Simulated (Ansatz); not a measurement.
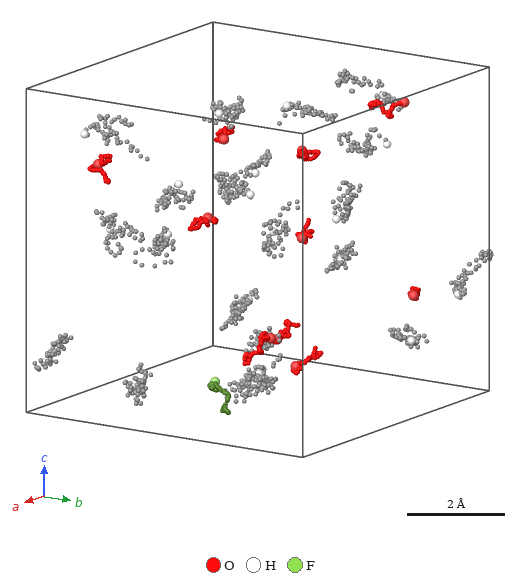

A Born-Oppenheimer molecular dynamics run of a periodic cell with 10 H2O + 1 HF at 0.995 g/cm³, 300 fs long. It starts from the last geometry of an earlier run, with fresh velocities. Dots mark each atom's position at evenly spaced times, in the colour of its element; spheres stand at the starting positions. Seen from a free direction in the simulation cell.

All numbers below come from Ansatz, DFT PBE, scalar-relativistic, plane waves, PAW. Set-up: plane-wave cutoff 420 eV; k-point mesh 1 × 1 × 1; Fermi-Dirac smearing 0.02 eV; low-accuracy preset; Langevin thermostat (NVT); set temperature 350 K; time step 0.75 fs; friction 0.05 per fs.

Question: Describe the motion.

Answer: In the second half of the run the atoms are, in the root-mean-square, this far from where they began (common drift taken out): F 0.70 Å, H 0.60 Å, O 0.41 Å. The heavy atoms stay within a fraction of a molecule's size of their starting places; so short a run doesn't tell a liquid from a solid. Over the second half the temperature averages 385 K (spread ±56 K). The potential energy is still drifting at the end, so the run hasn't reached equilibrium. The potential energy in the second half lies on average 2.2 meV per atom above the first frame.

Limits of the set-up: the program's low-accuracy preset was used; the periodic images lie only 6.9 Å apart, so the values are limited by the cell's size.
